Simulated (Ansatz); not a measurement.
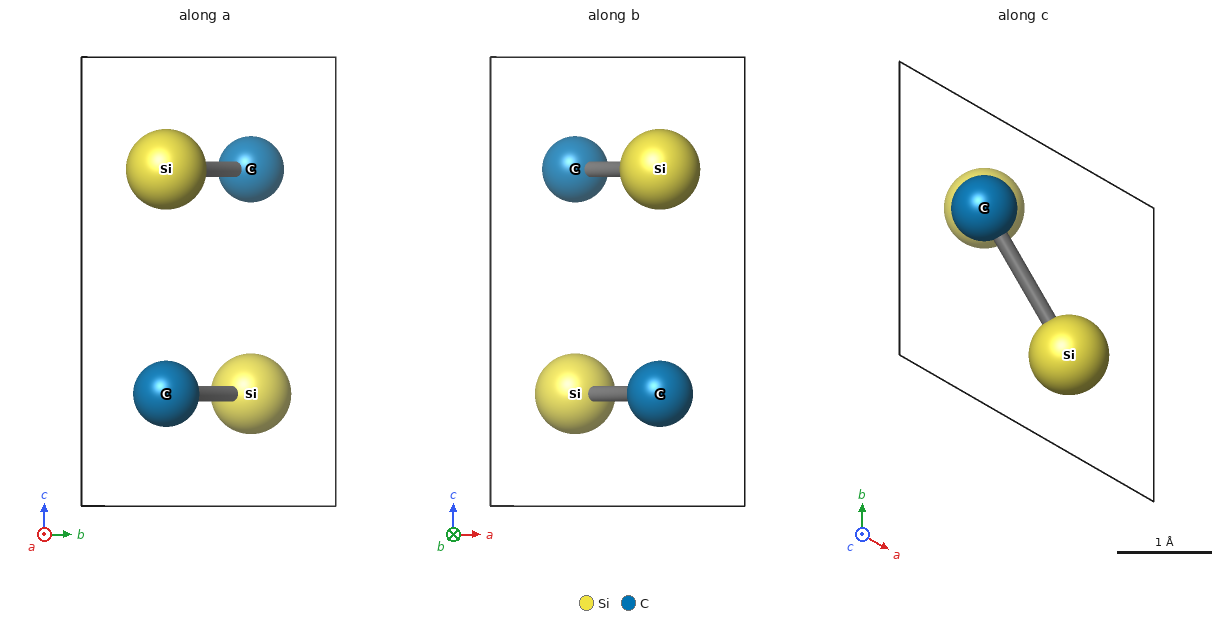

We look at a ball-and-stick model of the crystal along the a axis, along the b axis and along the c axis. The lines enclose the conventional unit cell; boundary atoms appear with their images.

Lattice parameters: a = 3.146 Å, b = 3.146 Å, c = 4.814 Å, α = 90.00°, β = 90.00°, γ = 120.00°. Put a along x and b in the xy plane.

Question: Express the structure as a POSCAR file.

Answer:
```
Si C
1.0
     3.146    0.000    0.000
    -1.573    2.724    0.000
     0.000    0.000    4.814
Si C
2 2
Direct
  0.3333 0.6667 0.2500
  0.6667 0.3333 0.7500
  0.6667 0.3333 0.2500
  0.3333 0.6667 0.7500
```

The structure comes from a structure type filled with these elements by a generator (whether the compound takes this form wasn't checked). Earlier steps of the study may have refined or changed the cell and positions. It went into a calculation with Ansatz.
